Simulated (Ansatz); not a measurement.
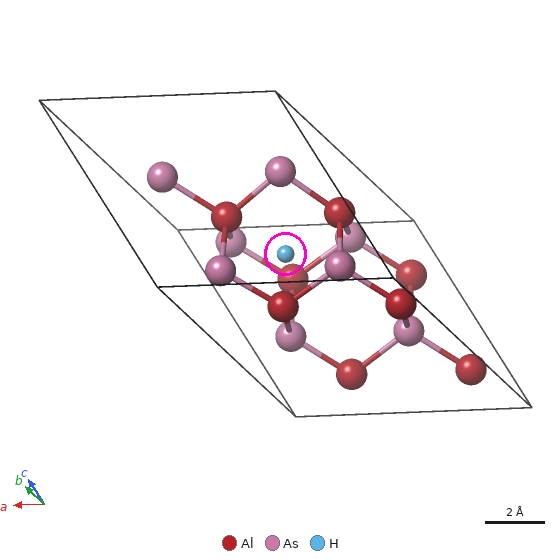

Structure drawing (ball-and-stick), viewed from a general direction. Atoms at the boundary of the supercell (the box) are drawn once for each face, edge or corner they touch. The host is AlAs, in a cell of 16 sites, and the cell carries a charge of -1. A ring marks the defect's site.

Q: Which defect is modelled here, and what are its neighbours?

A: An interstitial hydrogen atom. It is bonded to no bonds drawn.

The atoms were relaxed in the host's cell with DFT PBE, scalar-relativistic, plane waves, PAW (Ansatz 0.2.0).
